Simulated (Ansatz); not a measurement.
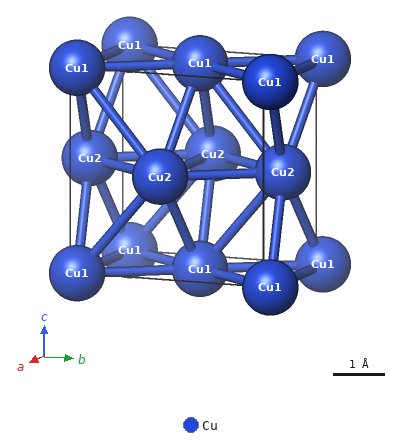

Fig. 1: The structure as given in the input (ball-and-stick view of the cell 2 times as large as that of the calculation, set on its symmetry axes, seen slightly off an axis; atoms are numbered from 1 in the order of the input). An atom can appear more than once, as a periodic image. Near neighbours in the periodic cell (some may lie outside the picture): Cu has 12 Cu at 2.50 to 2.76 Å.

**Two runs on Cu**

System: Cu (Cmcm, 2 atoms in the cell).
Method of run A: DFT PBE, scalar-relativistic, plane waves, PAW, PAW set soft_1, no spin polarisation (Ansatz 0.2.0).

The structure derives from a Materials Project entry. Text and figures count atoms from 1; the logs count them from 0 in places.

## Input file, run A
```yaml
crystal:
  lattice:
    - [-1.4732621048, 1.4732621048, 1.3819816208]
    - [1.4732621048, -1.4732621048, 1.3819816208]
    - [2.9465242096, 2.9465242096, 0.0]
  atoms:
    - { symbol: Cu, position: [0.0352050611, -0.0352050611, 0.0] }
    - { symbol: Cu, position: [0.4647949389, 0.5352050611, 0.5] }
basis:
  ecutwfc: 520.0
kpoints:
  mp_grid: { grid: [20, 20, 12] }
hamiltonian:
  xc: pbe
  pseudopotentials: { kind: paw, azcp: { folder: soft_1 } }
scf:
  occupations: { method: gaussian, width: 0.15 }
output:
  forces: true
  stress: true
  eigenvalues: true
relax:
  adjacent_minimum: "off"
  f_tol: 0.01
  max_steps: 50
```

Launched with:
```bash
ansatz run input.yaml --threads 2 --pin off --max-ram 4096MiB --backend cpu --events-out ev --progress --plain --runs-dir out
```

Hardware: 2 threads of Arm Neoverse N1, 98 GiB of memory available, shared host.

## Output, shortened to warnings, some set-up lines, iterations and results (run A)
```
Warning: output.stress: scf.convergence.dr2_threshold = 1e-7 eV (the SCF's general default) is looser than the 2e-10 eV advised for a printed stress (1e-10 eV for each atom of the cell: 2). What an SCF threshold leaves in a stress goes as its square root, and in the free energy as the threshold itself, and one threshold admits the most on a small cell: of the crystals measured, under no hybrid …
Basis set: ecut = 520 eV, 629 PW (Γ), exchange–correlation on 40×40×64 points (8 copies of the dense FFT grid, shifted against one another)
Symmetry: 8 space group operations
k-points: 777 of 4800
Initial density: superposition of atomic densities (chi_scale 0.1, normalization cell)
[...]
SCF iter   1: F=—  HF=-13252.121840 eV  |F-HF|=—  |Δ(HF+E_count)|=         —  Δρ=2.63e-1  dr2=9.97e0  ethr=3.10e-3  ⟨swp⟩=4.2  Hψ=63140  notcnv=0
SCF iter   2: F=—  HF=-13250.754760 eV  |F-HF|=—  |Δ(HF+E_count)|=    1.37e0  Δρ=1.18e-1  dr2=2.27e0  ethr=3.10e-3  ⟨swp⟩=2.0  Hψ=34807  notcnv=0  defer=99
SCF iter   3: F=—  HF=-13250.364507 eV  |F-HF|=—  |Δ(HF+E_count)|=   3.90e-1  Δρ=4.15e-2  dr2=2.81e-1  ethr=3.10e-3  ⟨swp⟩=2.1  Hψ=25618  notcnv=0  defer=99
SCF iter   4: F=—  HF=-13250.309624 eV  |F-HF|=—  |Δ(HF+E_count)|=   5.49e-2  Δρ=3.33e-3  dr2=1.22e-3  ethr=7.40e-4  ⟨swp⟩=2.0  Hψ=27172  notcnv=0  defer=100
SCF iter   5: F=—  HF=-13250.313163 eV  |F-HF|=—  |Δ(HF+E_count)|=   3.54e-3  Δρ=8.15e-4  dr2=8.71e-5  ethr=3.21e-6  ⟨swp⟩=2.2  Hψ=33878  notcnv=0  defer=101
[... 31 lines ...]
SCF iter   4: F=-13250.318008 eV  HF=-13250.318008 eV  |F-HF|=0.00e0  |Δ(HF+E_count)|=  1.64e-11  Δρ=6.08e-8  dr2=2.56e-13  ethr=1.00e-12  ⟨swp⟩=1.0  Hψ=17754  notcnv=0
SCF iter   5: F=-13250.318008 eV  HF=-13250.318008 eV  |F-HF|=3.64e-12  |Δ(HF+E_count)|=  3.64e-12  Δρ=5.27e-9  dr2=3.73e-15  ethr=1.00e-12  ⟨swp⟩=1.0  Hψ=17754  notcnv=0
SCF iter   6: F=-13250.318008 eV  HF=-13250.318008 eV  |F-HF|=1.82e-12  |Δ(HF+E_count)|=  1.82e-12  Δρ=1.75e-9  dr2=4.07e-16  ethr=1.00e-12  ⟨swp⟩=1.0  Hψ=38733  notcnv=0
SCF 5 converged in 6 iterations: F = -13250.318008 eV  dr2 = 4.07e-16
relax step   5: F+E_penalty+E_count = -13250.31800790 eV  Δ(F+E_penalty+E_count) = -1.036e-8 eV  max|allowed force component| = 2.091e-3 eV/Å  Δτ_max = 0.0000 Å  (6 SCF …
SCF converged after 6 iterations
Free energy (F): -13250.318008 eV
Harris-Foulkes:  -13250.318008 eV  (|F-HF|=1.82e-12)
Internal energy: -13250.309618 eV  (E = F + TS)
E sigma→0 (E₀):  -13250.313813 eV
Entropy (-TS):   -0.008390 eV (-4.195 meV/atom)
Fermi energy:    16.010887 eV
--- Per-component energies (eV) ---
  E_band       = -745.654391
  E_kinetic    = 522.451658
  E_local      = -9072.903680  (includes V_loc(G=0)·N_el)
  E_nonlocal   = 1782.842192
  E_hartree    = 3843.241077
  E_xc         = -137.617311
  E_vxc        = -177.684317  (∫ρ·V_xc dr)
  E_paw        = -3632.072181  (= ΣΔE_a)
  E_vpaw       = -1486.843134  (= ΣTr[D̂ρ^β])
  E_aug_tail   = 0.000737  (compensation charges beyond the density's cutoff)
  E_ewald      = -6556.252110
  E_smearing   = -0.008390  (= −TS)
  E_closure    = 0.000000  (closes the sum)
  Σ components = -13250.318008   (vs F -13250.318008, Δ=0.00e0)
--- Forces (eV/Å), atoms counted from 1 ---
  atom   1  Cu    -0.00209133     0.00209133     0.00000000
  atom   2  Cu     0.00209133    -0.00209133     0.00000000
  max |Σ_I F_I| component: 8.67e-19 eV/Å
--- Stress (GPa, compression-positive) ---
        1.240043      -1.777292       0.000000
       -1.777292       1.240043      -0.000000
        0.000000       0.000000      -2.111181
  P = ⅓ Tr σ = 0.1230 GPa (1.230 kbar)
--- Relaxed structure (5 steps of the walk, 5 accepted, 0 SCFs on fresh bases) ---
  F+E_penalty+E_count = -13250.31800790 eV   max|allowed force component| = 2.091e-3 eV/Å
  atoms:
    - { symbol: Cu, position: [0.054766160621798336, -0.054766160621798336, 0.0] }
    - { symbol: Cu, position: [0.4452338393782017, 0.5547661606217983, 0.5] }
```

The input of run B differs as follows (lines with − go, lines with + come):
```diff
-  ecutwfc: 520.0
+  ecutrho_ratio: 9
```

What does this change do to the results?

The free energy of run B is 2.6 meV per atom higher, which measures how much it depends on this numerical setting. More plane waves can only lower the energy of a fixed Hamiltonian, so the higher cutoff gives the lower value. The SCF takes 24 iterations over all geometry steps against 31. On the same kind of shared host run B took about 0.63 times as long.

## Output, shortened to warnings, some set-up lines, iterations and results (run B)
```
Warning: output.stress: scf.convergence.dr2_threshold = 1e-7 eV (the SCF's general default) is looser than the 2e-10 eV advised for a printed stress (1e-10 eV for each atom of the cell: 2). What an SCF threshold leaves in a stress goes as its square root, and in the free energy as the threshold itself, and one threshold admits the most on a small cell: of the crystals measured, under no hybrid …
Basis set: ecut = 420 eV, 459 PW (Γ), exchange–correlation on 54×54×90 points (8 copies of the dense FFT grid, shifted against one another)
Symmetry: 8 space group operations
k-points: 777 of 4800
Initial density: superposition of atomic densities (chi_scale 0.1, normalization cell)
[...]
SCF iter   1: F=—  HF=-13252.113155 eV  |F-HF|=—  |Δ(HF+E_count)|=         —  Δρ=2.63e-1  dr2=1.00e1  ethr=3.10e-3  ⟨swp⟩=4.2  Hψ=62361  notcnv=0
SCF iter   2: F=—  HF=-13250.757950 eV  |F-HF|=—  |Δ(HF+E_count)|=    1.36e0  Δρ=1.19e-1  dr2=2.30e0  ethr=3.10e-3  ⟨swp⟩=2.1  Hψ=34931  notcnv=0  defer=99
SCF iter   3: F=—  HF=-13250.349692 eV  |F-HF|=—  |Δ(HF+E_count)|=   4.08e-1  Δρ=3.77e-2  dr2=2.25e-1  ethr=3.10e-3  ⟨swp⟩=2.0  Hψ=25902  notcnv=0  defer=99
SCF iter   4: F=—  HF=-13250.305312 eV  |F-HF|=—  |Δ(HF+E_count)|=   4.44e-2  Δρ=2.66e-3  dr2=8.20e-4  ethr=5.93e-4  ⟨swp⟩=2.0  Hψ=25856  notcnv=0  defer=98
SCF iter   5: F=—  HF=-13250.307985 eV  |F-HF|=—  |Δ(HF+E_count)|=   2.67e-3  Δρ=6.76e-4  dr2=5.89e-5  ethr=2.16e-6  ⟨swp⟩=2.1  Hψ=32651  notcnv=0  defer=99
[... 22 lines ...]
SCF iter   4: F=—  HF=-13250.312831 eV  |F-HF|=—  |Δ(HF+E_count)|=   3.20e-6  Δρ=1.13e-4  dr2=1.13e-6  ethr=1.38e-7  ⟨swp⟩=2.0  Hψ=25451  notcnv=0  defer=91
SCF iter   5: F=—  HF=-13250.312837 eV  |F-HF|=—  |Δ(HF+E_count)|=   5.36e-6  Δρ=4.08e-5  dr2=2.10e-7  ethr=2.97e-9  ⟨swp⟩=2.2  Hψ=30118  notcnv=0  defer=91
SCF iter   6: F=-13250.312837 eV  HF=-13250.312837 eV  |F-HF|=8.67e-9  |Δ(HF+E_count)|=   1.10e-7  Δρ=9.52e-6  dr2=1.17e-8  ethr=2.63e-10  ⟨swp⟩=4.1  Hψ=54330  notcnv=0
SCF 4 converged in 6 iterations: F = -13250.312837 eV  dr2 = 1.17e-8
relax step   4: F+E_penalty+E_count = -13250.31283666 eV  Δ(F+E_penalty+E_count) = -8.523e-4 eV  max|allowed force component| = 2.035e-3 eV/Å  Δτ_max = 0.0288 Å  (6 SCF …
SCF converged after 6 iterations
Free energy (F): -13250.312837 eV
Harris-Foulkes:  -13250.312837 eV  (|F-HF|=8.67e-9)
Internal energy: -13250.304441 eV  (E = F + TS)
E sigma→0 (E₀):  -13250.308639 eV
Entropy (-TS):   -0.008395 eV (-4.198 meV/atom)
Fermi energy:    16.016936 eV
--- Per-component energies (eV) ---
  E_band       = -745.364768
  E_kinetic    = 523.032205
  E_local      = -9071.063825  (includes V_loc(G=0)·N_el)
  E_nonlocal   = 1780.186445
  E_hartree    = 3841.713907
  E_xc         = -137.748019
  E_vxc        = -177.854058  (∫ρ·V_xc dr)
  E_paw        = -3630.174205  (= ΣΔE_a)
  E_vpaw       = -1483.106608  (= ΣTr[D̂ρ^β])
  E_aug_tail   = 0.000181  (compensation charges beyond the density's cutoff)
  E_ewald      = -6556.251131
  E_smearing   = -0.008395  (= −TS)
  E_closure    = 0.000000  (closes the sum)
  Σ components = -13250.312837   (vs F -13250.312837, Δ=0.00e0)
--- Forces (eV/Å), atoms counted from 1 ---
  atom   1  Cu    -0.00203462     0.00203462     0.00000000
  atom   2  Cu     0.00203462    -0.00203462     0.00000000
  max |Σ_I F_I| component: 8.67e-19 eV/Å
--- Stress (GPa, compression-positive) ---
        1.246947      -1.780106       0.000000
       -1.780106       1.246947       0.000000
        0.000000      -0.000000      -2.105107
  P = ⅓ Tr σ = 0.1296 GPa (1.296 kbar)
--- Relaxed structure (4 steps of the walk, 4 accepted, 0 SCFs on fresh bases) ---
  F+E_penalty+E_count = -13250.31283666 eV   max|allowed force component| = 2.035e-3 eV/Å
  atoms:
    - { symbol: Cu, position: [0.05477503056594418, -0.05477503056594418, 0.0] }
    - { symbol: Cu, position: [0.44522496943405576, 0.5547750305659442, 0.5] }
```

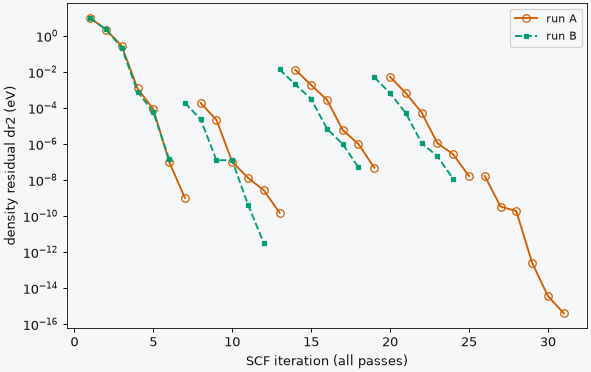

Fig. 2: Convergence of the two runs: density residual dr2 against the SCF iteration. A break in a curve parts two SCF passes. Run A takes 31 iterations in all, and run B takes 24.

## The two runs side by side

| quantity | run A | run B |
| --- | --- | --- |
| outcome | converged | converged |
| free energy per atom (eV) | −6625.1590 | −6625.1564 |
| energy per atom, smearing taken to zero (eV) | −6625.1569 | −6625.1543 |
| gap on the mesh (eV) | 0.00 | 0.00 |
| pressure (GPa) | 0.12 | 0.13 |
| largest force (eV/Å) | 0.003 | 0.003 |
| SCF iterations | 31 | 24 |
| irreducible k-points | 777 | 777 |
| wall time (shared host) | 2.2 min | 85 s |

For both runs: Warnings: the SCF threshold is looser than advised for the printed stress.
